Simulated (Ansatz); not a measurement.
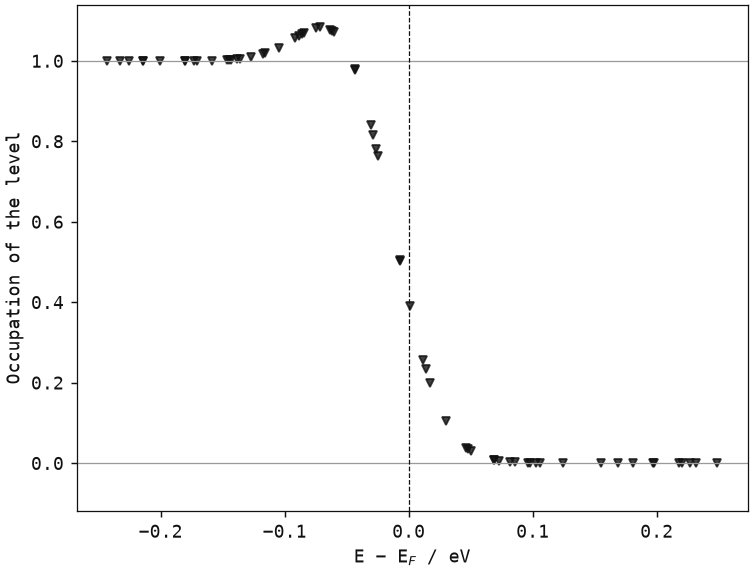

Occupations of the one-electron levels of the k mesh against their energy, from a run on Os, space group P6_3/mmc (No. 194), 2 atoms in the cell, with Ansatz.

> Name the smearing function and its width.

cold (Marzari-Vanderbilt) smearing with a width of 0.05 eV. The occupations overshoot 1 below the Fermi level (up to 1.08) but never turn negative, and they are not symmetric about it.
